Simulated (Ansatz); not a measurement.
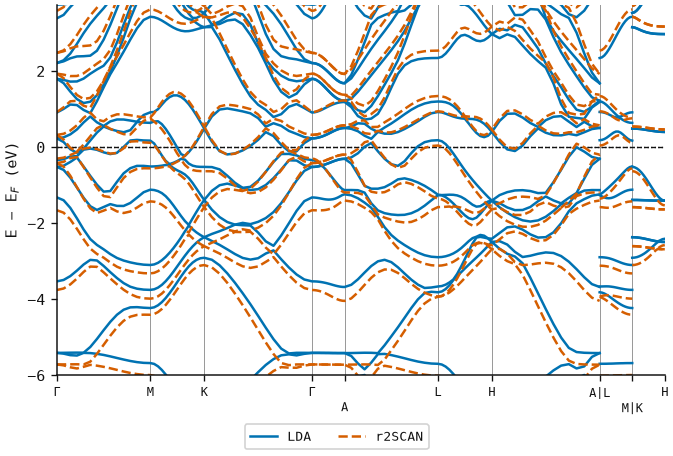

Band structures of Ta3N, space group P-3m1, 4 atoms in the cell (a = 3.032 Å, c = 7.524 Å (hexagonal axes)), by two methods on the same cell. Each is counted from its own Fermi level.

How do the methods compare?

Both give a metal. Levels within 1 eV of the Fermi level in either run differ by 0.08 eV on average and by 0.20 eV at most (between L and H). Filled levels 1 to 5 eV under it lie 0.20 eV deeper on average in r2SCAN than in LDA.

Settings. LDA: Ansatz PAW, no spin polarisation, no spin-orbit coupling, 7×7×3 k mesh, 420 eV cutoff, Fermi-Dirac smearing of 0.05 eV (Ansatz 0.2.0). r2SCAN: Ansatz PAW, no spin polarisation, no spin-orbit coupling, 10×10×4 k mesh, 500 eV cutoff, Fermi-Dirac smearing of 0.05 eV (Ansatz 0.2.0).

Bands are joined in order of energy. The cell is at −13 GPa in LDA and −4 GPa in r2SCAN. Spin-orbit coupling is left out, which matters for Ta. The PAW data sets were made with another functional. The cell comes from a database of computed structures, and whether it is the stable form of this composition wasn't checked. LDA: the k mesh is thin for a metal, so its Fermi level is uncertain.
